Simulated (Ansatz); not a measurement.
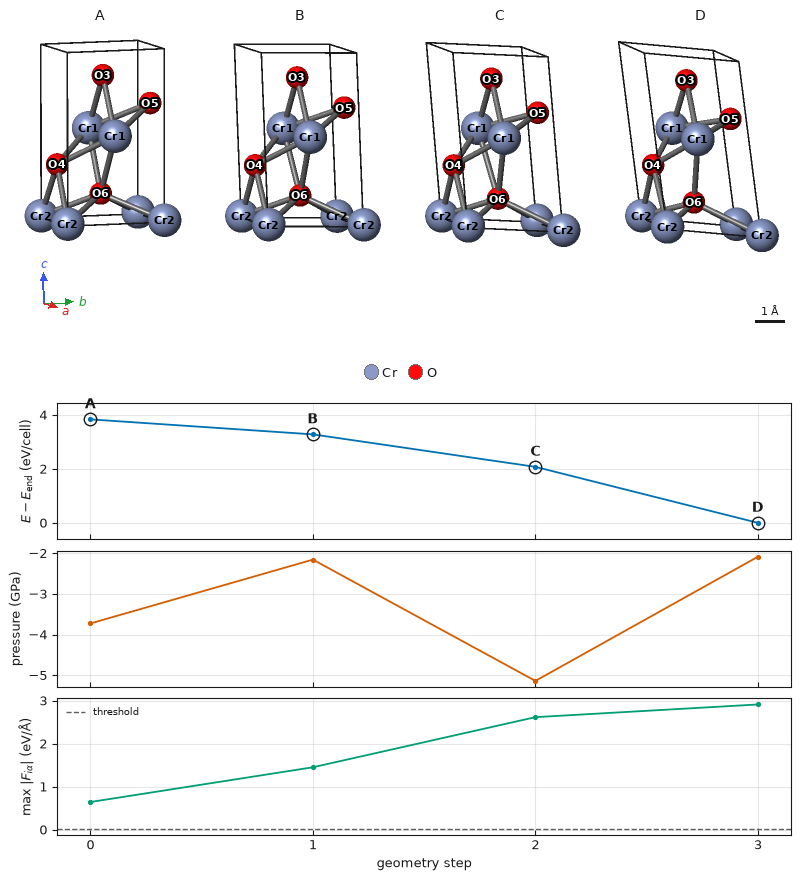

Frames of a relaxation of a crystal of CrO$_{2}$ (a generated structure, set up in P1) (coarse preliminary run), marked on the history of the run. Style: ball-and-stick. Shown: the cell of the calculation, slightly off an axis.

Theory: Ansatz 0.2.0, DFT PBE, scalar-relativistic, plane waves, PAW. Set-up: plane-wave cutoff 420 eV; k-point mesh 8 × 6 × 4; occupations gaussian; smearing width 0.2 eV; collinear spin; cell and atoms relaxed; force threshold 0.025 eV/Å; at most 60 steps.

Describe the path.

The run was cut off at its time limit before the relaxation converged, so the last structure is only a point on the way. The largest move relative to the cell is that of O5, 0.26 Å along [3 −2 −1]. By element the largest moves are O 0.26 Å, Cr 0.21 Å. The volume changes by −2.2 %, with a 2.700 → 2.701 Å (0.0 %), b 3.544 → 3.502 Å (−1.2 %), c 6.059 → 6.197 Å (+2.3 %), α 89.9° → 104.0°, β 90.2° → 94.3°, γ 88.8° → 89.8°. Near-neighbour distances that change, for instance: Cr1–O4 2.547 → 3.057 Å, Cr1–O4 (another image) 2.594 → 3.069 Å, Cr1–O6 2.564 → 2.919 Å, Cr2–O3 2.515 → 2.860 Å. Bond angles that change, for instance: Cr1–O5–Cr2 131.1° → 117.8°, Cr1–O4–Cr1 69.2° → 81.5°, Cr2–O6–Cr2 70.8° → 82.1°. The space group stays P1 (No. 1). Over 3 geometry steps the energy falls by 3.835 eV per cell of the calculation. Largest force component: 0.64 eV/Å at the start, 2.9 eV/Å at the end. Pressure: −3.73 GPa at the start and −2.09 GPa at the end. From step 0 to 1: Cr1 moves most (0.06 Å), volume −1.5 %, energy −0.556 eV per cell of the calculation. From step 1 to 2: O5 moves most (0.09 Å), volume +0.9 %, energy −1.204 eV per cell of the calculation. From step 2 to 3: O atoms move most (0.13 Å), volume −1.6 %, energy −2.075 eV per cell of the calculation.

| step | E − E(0), meV/atom | largest force component, eV/Å | pressure, GPa | volume, Å³/atom |
| --- | --- | --- | --- | --- |
| 0 | 0.00 | 0.6435 | -3.73 | 9.663 |
| 1 | -92.63 | 1.4507 | -2.16 | 9.515 |
| 2 | -293.24 | 2.6154 | -5.14 | 9.605 |
| 3 | -639.12 | 2.9104 | -2.09 | 9.451 |
